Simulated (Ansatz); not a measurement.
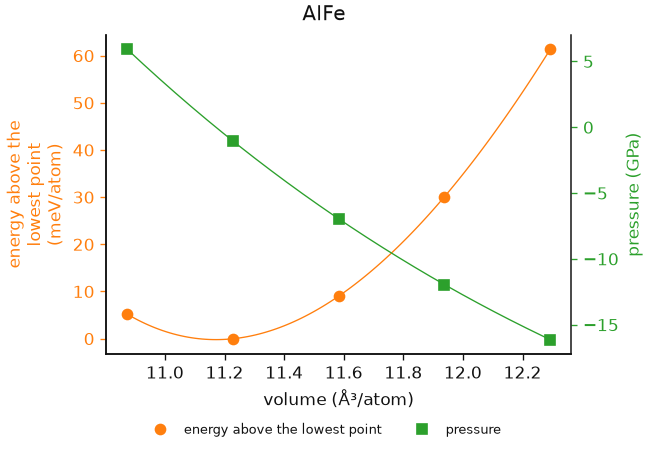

The figure shows the energy above the lowest point and pressure against volume for AlFe, space group Pm-3m (No. 221) (one of a set of cubic test structures, which need not be the stable phase).

Calculation (Ansatz 0.2.0 development build): equation of state of a cubic crystal from periodic Kohn-Sham density functional theory without spin, third-order Birch-Murnaghan fit to the free energies; pressure corrected for the finite basis. Level: HSE06.

- structure type: CsCl
- atoms in cell: 2
- space group number: 221
- lattice centring: simple cubic
- k mesh: 4×4×4
- occupation method: Fermi–Dirac
- occupation width: 0.1 eV
- wave cutoff: 700 eV
- datasets: hard PAW
- density tolerance: 0 eV
- bands: 18
- density cutoff ratio: 4
- search for lower states: default
- exchange singularity: regularized

### Give the fitted equation-of-state parameters.

A third-order Birch–Murnaghan fit gives V0 = 11.17 Å³/atom, B0 = 208 GPa and B′ = 4.3.

### Read off the course of the pressure.

It falls from 5.9 GPa at volume 10.87 Å³/atom to −16.1 GPa at 12.29 Å³/atom, and changes sign near 11.18 Å³/atom.

Caveats: coarse k-mesh, values are not converged in k; no spin polarisation, a magnetic state may lie lower; pseudopotentials made with PBE, not this functional.

The computed values:

```csv
volume (Å³/atom),energy above the lowest point (meV/atom),pressure (GPa)
10.87,5.2,5.9
11.23,0.0,-1.1
11.58,9.0,-7.0
11.94,30.1,-12.0
12.29,61.3,-16.1
```
